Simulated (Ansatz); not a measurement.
**Two runs on SnO$_{2}$**

System: SnO$_{2}$ (P4₂/mnm, 6 atoms in the cell).
Method of run 1: DFT, PBE, dispersion d3bj, plane waves, PAW, no spin polarisation (Ansatz 0.2.0).

The structure derives from a Materials Project entry. Text and figures count atoms from 1; the logs count them from 0 in places.

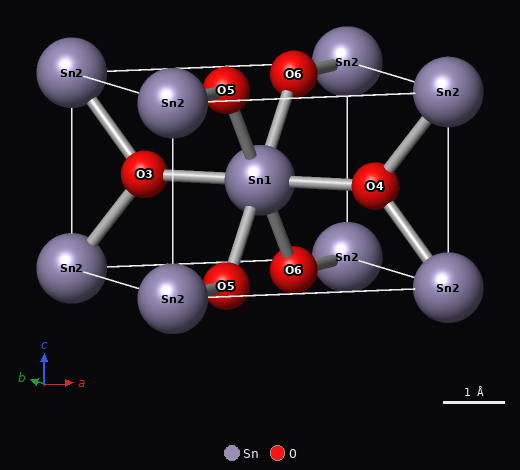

Fig. 1: The structure (ball-and-stick view of the cell of the calculation, seen slightly off an axis; atoms are numbered from 1 in the order of the input). Near neighbours in the crystal (not all of them lie inside the picture): Sn has 6 O at 2.09 Å; O has 3 Sn at 2.09 Å.

## Input, run 1
```yaml
crystal:
  lattice:
    - [4.8271903401, 0.0, 0.0]
    - [0.0, 4.8271903401, 0.0]
    - [0.0, 0.0, 3.238152254]
  atoms:
    - { symbol: Sn, position: [0.5, 0.5, 0.5] }
    - { symbol: Sn, position: [0.0, 0.0, 0.0] }
    - { symbol: O, position: [0.1934234765, 0.8065765235, 0.5] }
    - { symbol: O, position: [0.8065765235, 0.1934234765, 0.5] }
    - { symbol: O, position: [0.3065765235, 0.3065765235, 0.0] }
    - { symbol: O, position: [0.6934234765, 0.6934234765, 0.0] }
basis:
  ecutwfc: 420
  precision: f64
kpoints:
  mp_grid: { grid: [6, 6, 8] }
hamiltonian:
  xc: pbe
  dispersion: d3bj
scf:
  occupations: { method: gaussian, width: 0.02 }
  eigensolver: { kind: davidson }
output:
  forces: true
  eigenvalues: true
  stress: true
```

Command:
```bash
ansatz run input.yaml --threads 8 --pin off --max-ram 16384MiB --backend cpu --events-out ev --progress --plain --runs-dir out
```

Hardware: 8 threads of Arm Neoverse V2, 24 GiB of memory available, shared host.

## Output, shortened to warnings, some set-up lines, iterations and results (run 1)
```
Basis set: ecut = 420 eV, 1495 PW (Γ), exchange–correlation on 72×72×48 points (8 copies of the dense FFT grid, shifted against one another)
Symmetry: 16 space group operations
k-points: 50 of 288
Initial density: superposition of atomic densities (neutral atoms: chi_scale 0, normalization atom), corrected by the library's trained network
[...]
SCF iter   1: F=—  HF=-14319.234090 eV  |F-HF|=—  |Δ(HF+E_count)|=         —  Δρ=1.31e-3  dr2=5.77e-4  ethr=1.77e-3  ⟨swp⟩=6.4  Hψ=7125  notcnv=0
SCF iter   2: F=—  HF=-14319.236759 eV  |F-HF|=—  |Δ(HF+E_count)|=   2.67e-3  Δρ=6.90e-4  dr2=1.33e-4  ethr=1.11e-6  ⟨swp⟩=6.7  Hψ=6677  notcnv=1  defer=47
SCF iter   3: F=—  HF=-14319.236982 eV  |F-HF|=—  |Δ(HF+E_count)|=   2.23e-4  Δρ=3.26e-4  dr2=3.94e-5  ethr=2.57e-7  ⟨swp⟩=2.7  Hψ=2895  notcnv=0
SCF iter   4: F=—  HF=-14319.237006 eV  |F-HF|=—  |Δ(HF+E_count)|=   2.36e-5  Δρ=8.15e-5  dr2=4.31e-6  ethr=7.58e-8  ⟨swp⟩=3.9  Hψ=3478  notcnv=0
SCF iter   5: F=—  HF=-14319.237006 eV  |F-HF|=—  |Δ(HF+E_count)|=   4.48e-7  Δρ=1.78e-5  dr2=1.47e-7  ethr=3.38e-10  ⟨swp⟩=3.9  Hψ=7197  notcnv=0
SCF iter   6: F=-14319.237006 eV  HF=-14319.237006 eV  |F-HF|=3.82e-8  |Δ(HF+E_count)|=   1.61e-7  Δρ=1.01e-5  dr2=6.04e-8  ethr=2.84e-10  ⟨swp⟩=4.0  Hψ=4445  notcnv=0
SCF 1 converged in 6 iterations: F = -14319.237006 eV  dr2 = 6.04e-8
  Residual-converged pass: ⟨swp⟩=3.4  Hψ=3279  notcnv=0  max |occ|·‖R‖ = 6.7e-6 eV (tolerance 6.7e-6 eV)  dr2=6.29e-8  dr2_onsite=3.76e-9  max |Δocc| = 3.4e-132
SCF converged after 6 iterations
Free energy (F): -14319.237006 eV
Harris-Foulkes:  -14319.237006 eV  (|F-HF|=3.82e-8)
Internal energy: -14319.237006 eV  (E = F + TS)
E sigma→0 (E₀):  -14319.237006 eV
Fermi energy:    9.083956 eV
--- Per-component energies (eV) ---
  E_band       = -154.646720
  E_kinetic    = 1078.006067
  E_local      = -2963.329165  (includes V_loc(G=0)·N_el)
  E_nonlocal   = 133.839844
  E_hartree    = 1523.874112
  E_xc         = -1053.242173
  E_vxc        = -561.657752  (∫ρ·V_xc dr)
  E_paw        = -8928.357978  (= ΣΔE_a)
  E_vpaw       = -889.258460  (= ΣTr[D̂ρ^β])
  E_aug_tail   = 0.009863  (compensation charges beyond the density's cutoff)
  E_ewald      = -4108.769847
  E_disp       = -1.267730  (pairwise vdW)
  E_smearing   = -0.000000  (= −TS)
  E_closure    = 0.000000  (closes the sum)
  Σ components = -14319.237006   (vs F -14319.237006, Δ=0.00e0)
--- Forces (eV/Å), atoms counted from 1 ---
  atom   1  Sn     0.00000000     0.00000000     0.00000000
  atom   2  Sn     0.00000000    -0.00000000     0.00000000
  atom   3  O      0.00361225    -0.00361225     0.00000000
  atom   4  O     -0.00361225     0.00361225     0.00000000
  atom   5  O     -0.00361225    -0.00361225     0.00000000
  atom   6  O      0.00361225     0.00361225     0.00000000
  max |Σ_I F_I| component: 2.60e-18 eV/Å
--- Stress (GPa, compression-positive) ---
       -2.802387       0.000000       0.000000
        0.000000      -2.802387       0.000000
        0.000000       0.000000      -2.735731
  P = ⅓ Tr σ = -2.7802 GPa (-27.802 kbar)
```

The input of run 2 differs as follows (lines with − go, lines with + come):
```diff
-  precision: f64
+  xc_grid: 2
+  band_path: { path: [VBM, CBM], npoints: 2 }
-  dispersion: d3bj
-  eigensolver: { kind: davidson }
```

How does run 2 compare with run 1?

The total energies belong to different models, so their difference says nothing on which is more stable or more accurate. The pressure goes from −2.78 to 0.02 GPa. The number of SCF iterations is the same.

## Output, shortened to warnings, some set-up lines, iterations and results (run 2)
```
Basis set: ecut = 420 eV, 1495 PW (Γ), exchange–correlation on 72×72×48 points (8 copies of the dense FFT grid, shifted against one another)
Symmetry: 16 space group operations
k-points: 50 of 288
Initial density: superposition of atomic densities (neutral atoms: chi_scale 0, normalization atom), corrected by the library's trained network
[...]
SCF iter   1: F=—  HF=-14317.967465 eV  |F-HF|=—  |Δ(HF+E_count)|=         —  Δρ=1.29e-3  dr2=5.46e-4  ethr=1.77e-3  ⟨swp⟩=6.3  Hψ=7055  notcnv=0
SCF iter   2: F=—  HF=-14317.969023 eV  |F-HF|=—  |Δ(HF+E_count)|=   1.56e-3  Δρ=6.22e-4  dr2=1.12e-4  ethr=1.05e-6  ⟨swp⟩=2.3  Hψ=3426  notcnv=0  defer=40
SCF iter   3: F=—  HF=-14317.969290 eV  |F-HF|=—  |Δ(HF+E_count)|=   2.67e-4  Δρ=2.54e-4  dr2=3.06e-5  ethr=2.16e-7  ⟨swp⟩=2.9  Hψ=2888  notcnv=0  defer=40
SCF iter   4: F=—  HF=-14317.969274 eV  |F-HF|=—  |Δ(HF+E_count)|=   1.58e-5  Δρ=4.04e-5  dr2=1.03e-6  ethr=5.88e-8  ⟨swp⟩=2.0  Hψ=2162  notcnv=0  defer=40
SCF iter   5: F=-14317.969276 eV  HF=-14317.969276 eV  |F-HF|=1.15e-7  |Δ(HF+E_count)|=   1.75e-6  Δρ=1.28e-5  dr2=7.86e-8  ethr=1.98e-9  ⟨swp⟩=2.2  Hψ=2503  notcnv=0  …
SCF iter   6: F=-14317.969276 eV  HF=-14317.969276 eV  |F-HF|=4.73e-9  |Δ(HF+E_count)|=   1.35e-7  Δρ=3.75e-6  dr2=6.57e-9  ethr=1.51e-10  ⟨swp⟩=6.3  Hψ=6565  notcnv=0
SCF 1 converged in 6 iterations: F = -14317.969276 eV  dr2 = 6.57e-9
NSCF: frozen V_eff on 40 k-points
NSCF: frozen V_eff on 34 k-points
NSCF: frozen V_eff on 5 k-points
NSCF: frozen V_eff on 5 k-points
NSCF: frozen V_eff on 5 k-points
NSCF: frozen V_eff on 5 k-points
NSCF: frozen V_eff on 9 k-points
NSCF: frozen V_eff on 5 k-points
NSCF: frozen V_eff on 3 k-points
SCF converged after 6 iterations
Free energy (F): -14317.969276 eV
Harris-Foulkes:  -14317.969276 eV  (|F-HF|=4.73e-9)
Internal energy: -14317.969276 eV  (E = F + TS)
E sigma→0 (E₀):  -14317.969276 eV
Fermi energy:    9.084024 eV
--- Per-component energies (eV) ---
  E_band       = -154.644925
  E_kinetic    = 1078.003317
  E_local      = -2963.323130  (includes V_loc(G=0)·N_el)
  E_nonlocal   = 133.838506
  E_hartree    = 1523.870953
  E_xc         = -1053.242018
  E_vxc        = -561.657534  (∫ρ·V_xc dr)
  E_paw        = -8928.356920  (= ΣΔE_a)
  E_vpaw       = -889.257748  (= ΣTr[D̂ρ^β])
  E_aug_tail   = 0.009863  (compensation charges beyond the density's cutoff)
  E_ewald      = -4108.769847
  E_smearing   = -0.000000  (= −TS)
  E_closure    = -0.000000  (closes the sum)
  Σ components = -14317.969276   (vs F -14317.969276, Δ=0.00e0)
--- Forces (eV/Å), atoms counted from 1 ---
  atom   1  Sn     0.00000000     0.00000000     0.00000000
  atom   2  Sn     0.00000000    -0.00000000     0.00000000
  atom   3  O     -0.00005866     0.00005866     0.00000000
  atom   4  O      0.00005866    -0.00005866     0.00000000
  atom   5  O      0.00005866     0.00005866     0.00000000
  atom   6  O     -0.00005866    -0.00005866     0.00000000
  max |Σ_I F_I| component: 1.73e-18 eV/Å
--- Stress (GPa, compression-positive) ---
        0.023320       0.000000       0.000000
        0.000000       0.023320       0.000000
        0.000000       0.000000       0.011694
  P = ⅓ Tr σ = 0.0194 GPa (0.194 kbar)
```

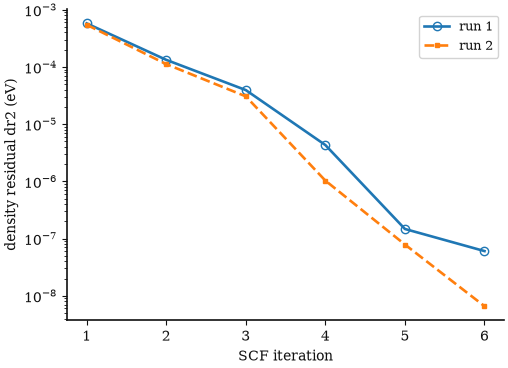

Fig. 2: Convergence of the two runs: density residual dr2 against the SCF iteration. Run 1 takes 6 iterations in all, and run 2 takes 6.

## The two runs side by side

| quantity | run 1 | run 2 |
| --- | --- | --- |
| outcome | converged | converged |
| free energy per atom (eV) | −2386.5395 | −2386.3282 |
| gap on the mesh (eV) | 0.68 | 0.68 |
| pressure (GPa) | −2.78 | 0.02 |
| largest force (eV/Å) | 0.005 | 0.000 |
| SCF iterations | 6 | 6 |
| irreducible k-points | 50 | 50 |
| plane waves at Γ | 1495 | 1495 |
| wall time (shared host) | 1.8 s | 1.7 s |
